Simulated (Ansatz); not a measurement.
**Ru: a changed input and its effect**

System: Ru (2 atoms in the cell).
Method of run 1: Kohn-Sham DFT of a periodic cell, RPBE with D3(BJ), all-electron LAPW, scalar-relativistic, no spin polarisation (Ansatz 0.2.0).

The structure derives from an entry of the Crystallography Open Database. Text and figures count atoms from 1; the logs count them from 0 in places.

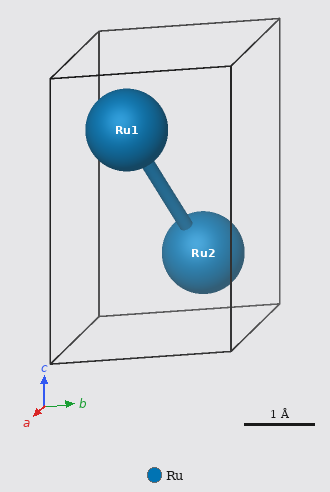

Figure 1. The starting structure (ball-and-stick view of the cell of the calculation, seen slightly off an axis; atoms are numbered from 1 in the order of the input). Near neighbours in the crystal (not all of them lie inside the picture): Ru has 12 Ru at 2.65 to 2.71 Å.

## The input, run 1
```yaml
crystal:
  lattice:
    - [2.7058, 0.0, 0.0]
    - [-1.3529, 2.3432915376, 0.0]
    - [0.0, 0.0, 4.2819]
  atoms:
    - { symbol: Ru, position: [0.6666666667, 0.3333333333, 0.75] }
    - { symbol: Ru, position: [0.3333333333, 0.6666666667, 0.25] }
kpoints:
  mp_grid: { grid: [11, 11, 6] }
scf:
  occupations: { method: fermi_dirac, width: 0.05 }
hamiltonian:
  xc: rpbe
  dispersion: d3bj
  pseudopotentials: { kind: all_electron, lapw: { basis_error: 0.001 } }
output:
  forces: true
  stress: true
relax:
  f_tol: 0.005
  max_steps: 60
  cell: {}
```

Command:
```bash
ansatz run input.yaml --threads 1 --pin off --max-ram 3072MiB --backend cpu --events-out ev --progress --plain --runs-dir out
```

Hardware: 1 thread of Intel Xeon (Emerald Rapids), 16 GiB of memory available, shared host.

## Output, shortened to warnings, some set-up lines, iterations and results (run 1)
```
Basis set: ecut = 300.222634868132 eV, 313 PW (Γ), exchange–correlation at level 2
Symmetry: 24 space group operations
k-points: 64 of 726
Initial density: superposition of atomic densities (chi_scale 0.1, normalization cell)
[...]
SCF iter   1: F=—  HF=-246612.950034 eV  |F-HF|=—  |Δ(HF+E_count)|=         —  Δρ=5.80e-2  dr2=4.91e-1  ethr=7.66e-4  ⟨swp⟩=2.3  Hψ=15226  notcnv=0
SCF iter   2: F=—  HF=-246611.806878 eV  |F-HF|=—  |Δ(HF+E_count)|=    1.14e0  Δρ=1.59e-2  dr2=4.98e-2  ethr=7.66e-4  ⟨swp⟩=2.7  Hψ=7755  notcnv=0
SCF iter   3: F=—  HF=-246611.781000 eV  |F-HF|=—  |Δ(HF+E_count)|=   2.59e-2  Δρ=1.40e-2  dr2=4.00e-2  ethr=7.77e-5  ⟨swp⟩=2.0  Hψ=7276  notcnv=0
SCF iter   4: F=—  HF=-246611.779489 eV  |F-HF|=—  |Δ(HF+E_count)|=   1.51e-3  Δρ=7.26e-3  dr2=1.22e-2  ethr=6.25e-5  ⟨swp⟩=2.0  Hψ=6839  notcnv=0
SCF iter   5: F=—  HF=-246611.778198 eV  |F-HF|=—  |Δ(HF+E_count)|=   1.29e-3  Δρ=2.02e-3  dr2=1.10e-3  ethr=1.72e-6  ⟨swp⟩=2.0  Hψ=12306  notcnv=0
[... 31 lines ...]
relax step   5: F+E_penalty+E_count = -246612.04357297 eV  Δ(F+E_penalty+E_count) = -1.547e-5 eV  max|allowed force component| = 7.170e-17 eV/Å  Δτ_max = 0.0000 Å  P = -0.004 …
SCF iter   1: F=—  HF=-246612.043571 eV  |F-HF|=—  |Δ(HF+E_count)|=         —  Δρ=1.67e-5  dr2=5.23e-8  ethr=5.21e-11  ⟨swp⟩=7.5  Hψ=17277  notcnv=0  reapply=14
SCF iter   2: F=-246612.043571 eV  HF=-246612.043571 eV  |F-HF|=8.96e-9  |Δ(HF+E_count)|=   2.19e-7  Δρ=1.12e-5  dr2=2.67e-8  ethr=5.21e-11  ⟨swp⟩=2.5  Hψ=7296  notcnv=0
SCF 6 converged in 2 iterations: F = -246612.043571 eV  dr2 = 2.67e-8
relax step   6: F+E_penalty+E_count = -246612.04357119 eV  Δ(F+E_penalty+E_count) = +1.775e-6 eV  max|allowed force component| = 5.089e-17 eV/Å  Δτ_max = 0.0000 Å  P = -0.004 …
basis re-selected at this cell: Δ(F+E_penalty+E_count) = +1.775e-6 eV, ΔP = -0.000 GPa vs the last step (what re-selecting the basis moved, after the strain that the cell walked since its last selection, with what the two solves' SCF thresholds leave and, on support functions, any second-order …
SCF converged after 2 iterations
Free energy (F): -246612.043571 eV
Harris-Foulkes:  -246612.043571 eV  (|F-HF|=8.96e-9)
Internal energy: -246612.029317 eV  (E = F + TS)
E sigma→0 (E₀):  -246612.036444 eV
Entropy (-TS):   -0.014254 eV (-7.127 meV/atom)
Fermi energy:    28.784993 eV
--- Per-component energies (eV) ---
  E_band       = -9741.265027
  E_kinetic    = 256461.908379
  E_xc         = -7301.685188
  E_electrostatic = -495764.739792  (all electrons and nuclei)
  E_disp       = -7.512716  (pairwise vdW)
  E_smearing   = -0.014254  (= −TS)
  E_closure    = 0.000000  (closes the sum)
  E_atoms      = -246587.764437  (free atoms, spherical and without spin; not in F)
  Σ components = -246612.043571   (vs F -246612.043571, Δ=0.00e0)
  Basis errors (estimates in eV, not in F): energy 2.3e-4 per atom: plane waves 2.2e-4 (1.2e-4 summed), levels above the bands 1.9e-111, relativity 7.6e-8, radial functions 9.4e-6, core shells 3.1e-7; eigenvalues (radial functions only) 2.1e-6; not estimated: angular momenta, meshes, grids; target …
--- Forces (eV/Å), atoms counted from 1 ---
  atom   1  Ru    -0.00000000     0.00000000     0.00000000
  atom   2  Ru    -0.00000000    -0.00000000    -0.00000000
  max |Σ_I F_I| component: 2.78e-17 eV/Å
--- Stress (GPa, compression-positive) ---
       -0.003496       0.000000      -0.000000
        0.000000      -0.003496       0.000000
       -0.000000       0.000000      -0.005067
  P = ⅓ Tr σ = -0.0040 GPa (-0.040 kbar)
--- Relaxed structure (5 steps of the walk, 5 accepted, 1 SCFs on fresh bases) ---
  F+E_penalty+E_count = -246612.04357119 eV   max|allowed force component| = 5.089e-17 eV/Å   (the final SCF, on the basis selected at the relaxed cell)
  cell:  # Å, volume = 24.7406 Å³
    - [2.6183948878612844, -1.1113727331883312e-33, 4.334676331037437e-34]
    - [-1.3091974439306422, 2.2675964900271786, -2.565464169136262e-18]
    - [5.944969018706404e-34, -4.687876369480418e-18, 4.166869850114066]
  atoms:
    - { symbol: Ru, position: [0.6666666666666667, 0.33333333333333337, 0.7500000000000001] }
[...]
```

The input of run 2 differs as follows (lines with − go, lines with + come):
```diff
-  xc: rpbe
-  dispersion: d3bj
+  xc: pbe
-  f_tol: 0.005
+  f_tol: 0.01
```

Predict how the results change.

The total energies belong to different models, so their difference says nothing on which is more stable or more accurate. The volume per atom goes from 12.37 to 13.77 Å³. The functional changes from RPBE to PBE. The SCF takes 23 iterations over all geometry steps against 29.

## Output, shortened to warnings, some set-up lines, iterations and results (run 2)
```
Basis set: ecut = 299.88979645090416 eV, 313 PW (Γ), exchange–correlation at level 2
Symmetry: 24 space group operations
k-points: 64 of 726
Initial density: superposition of atomic densities (chi_scale 0.1, normalization cell)
[...]
SCF iter   1: F=—  HF=-246591.565952 eV  |F-HF|=—  |Δ(HF+E_count)|=         —  Δρ=5.76e-2  dr2=4.83e-1  ethr=7.53e-4  ⟨swp⟩=2.4  Hψ=15223  notcnv=0
SCF iter   2: F=—  HF=-246590.395397 eV  |F-HF|=—  |Δ(HF+E_count)|=    1.17e0  Δρ=1.51e-2  dr2=4.52e-2  ethr=7.05e-5  ⟨swp⟩=2.0  Hψ=12835  notcnv=0
SCF iter   3: F=—  HF=-246590.364967 eV  |F-HF|=—  |Δ(HF+E_count)|=   3.04e-2  Δρ=1.36e-2  dr2=3.78e-2  ethr=7.05e-5  ⟨swp⟩=2.0  Hψ=7242  notcnv=0
SCF iter   4: F=—  HF=-246590.361847 eV  |F-HF|=—  |Δ(HF+E_count)|=   3.12e-3  Δρ=6.72e-3  dr2=1.06e-2  ethr=5.91e-5  ⟨swp⟩=2.0  Hψ=6418  notcnv=0
SCF iter   5: F=—  HF=-246590.360969 eV  |F-HF|=—  |Δ(HF+E_count)|=   8.78e-4  Δρ=1.78e-3  dr2=8.66e-4  ethr=1.66e-5  ⟨swp⟩=2.0  Hψ=7222  notcnv=0
[... 23 lines ...]
relax step   4: F+E_penalty+E_count = -246590.36631788 eV  Δ(F+E_penalty+E_count) = -4.481e-6 eV  max|allowed force component| = 7.401e-17 eV/Å  Δτ_max = 0.0000 Å  P = -0.002 …
SCF iter   1: F=—  HF=-246590.366317 eV  |F-HF|=—  |Δ(HF+E_count)|=         —  Δρ=1.81e-5  dr2=5.30e-8  ethr=4.78e-11  ⟨swp⟩=7.3  Hψ=16454  notcnv=0  reapply=1
SCF iter   2: F=-246590.366317 eV  HF=-246590.366317 eV  |F-HF|=3.16e-8  |Δ(HF+E_count)|=   4.60e-8  Δρ=1.07e-5  dr2=2.35e-8  ethr=4.78e-11  ⟨swp⟩=2.0  Hψ=7256  notcnv=0
SCF 5 converged in 2 iterations: F = -246590.366317 eV  dr2 = 2.35e-8
relax step   5: F+E_penalty+E_count = -246590.36631730 eV  Δ(F+E_penalty+E_count) = +5.757e-7 eV  max|allowed force component| = 8.327e-17 eV/Å  Δτ_max = 0.0000 Å  P = -0.003 …
basis re-selected at this cell: Δ(F+E_penalty+E_count) = +5.757e-7 eV, ΔP = -0.001 GPa vs the last step (what re-selecting the basis moved, after the strain that the cell walked since its last selection, with what the two solves' SCF thresholds leave and, on support functions, any second-order …
SCF converged after 2 iterations
Free energy (F): -246590.366317 eV
Harris-Foulkes:  -246590.366317 eV  (|F-HF|=3.16e-8)
Internal energy: -246590.349162 eV  (E = F + TS)
E sigma→0 (E₀):  -246590.357740 eV
Entropy (-TS):   -0.017155 eV (-8.578 meV/atom)
Fermi energy:    25.269577 eV
--- Per-component energies (eV) ---
  E_band       = -9956.318106
  E_kinetic    = 256423.563550
  E_xc         = -7282.686951
  E_electrostatic = -495731.225761  (all electrons and nuclei)
  E_smearing   = -0.017155  (= −TS)
  E_closure    = 0.000000  (closes the sum)
  E_atoms      = -246571.887780  (free atoms, spherical and without spin; not in F)
  Σ components = -246590.366317   (vs F -246590.366317, Δ=0.00e0)
  Basis errors (estimates in eV, not in F): energy 2.2e-4 per atom: plane waves 2.1e-4 (1.1e-4 summed), levels above the bands 5.6e-102, relativity 6.1e-8, radial functions 9.7e-6, core shells 1.1e-7; eigenvalues (radial functions only) 2.1e-6; not estimated: angular momenta, meshes, grids; target …
--- Forces (eV/Å), atoms counted from 1 ---
  atom   1  Ru     0.00000000     0.00000000    -0.00000000
  atom   2  Ru     0.00000000    -0.00000000     0.00000000
  max |Σ_I F_I| component: 1.85e-17 eV/Å
--- Stress (GPa, compression-positive) ---
       -0.004916       0.000000      -0.000000
        0.000000      -0.004916      -0.000000
       -0.000000      -0.000000       0.001811
  P = ⅓ Tr σ = -0.0027 GPa (-0.027 kbar)
--- Relaxed structure (4 steps of the walk, 3 accepted, 1 SCFs on fresh bases) ---
  F+E_penalty+E_count = -246590.36631730 eV   max|allowed force component| = 8.327e-17 eV/Å   (the final SCF, on the basis selected at the relaxed cell)
  cell:  # Å, volume = 27.5334 Å³
    - [2.7193617182701866, 3.4677410648299495e-34, 0.0]
    - [-1.3596808591350933, 2.355036330100883, 3.932022769303597e-19]
    - [-1.8292212365250478e-34, 7.184990866850906e-19, 4.2992687103475715]
  atoms:
    - { symbol: Ru, position: [0.6666666666666666, 0.3333333333333333, 0.7499999999999999] }
[...]
```

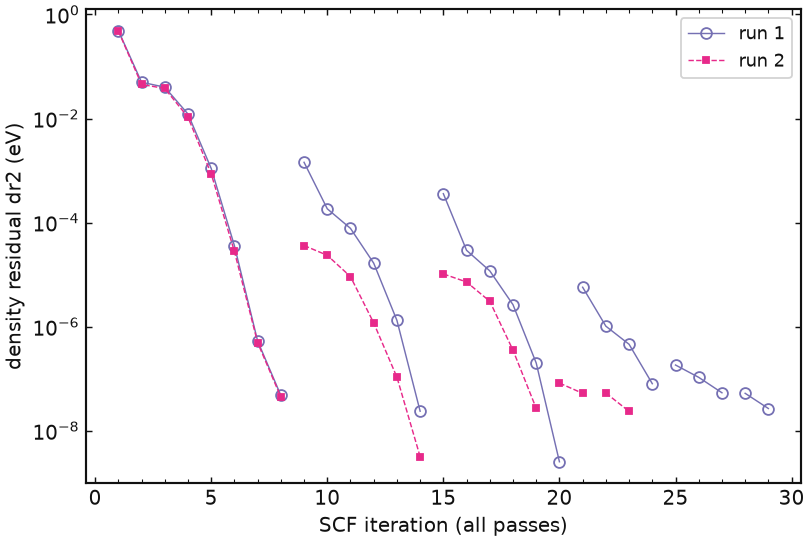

Figure 2. Convergence of the two runs: density residual dr2 against the SCF iteration. A break in a curve parts two SCF passes. Run 1 takes 29 iterations in all, and run 2 takes 23.

## The two runs side by side

| quantity | run 1 | run 2 |
| --- | --- | --- |
| outcome | converged | converged |
| free energy per atom (eV) | −123306.0218 | −123295.1832 |
| energy per atom, smearing taken to zero (eV) | −123306.0182 | −123295.1789 |
| pressure (GPa) | 0.00 | 0.00 |
| volume per atom (Å³) | 12.37 | 13.77 |
| largest force (eV/Å) | 0.000 | 0.000 |
| SCF iterations | 29 | 23 |
| irreducible k-points | 64 | 64 |
| wall time (shared host) | 43 s | 34 s |
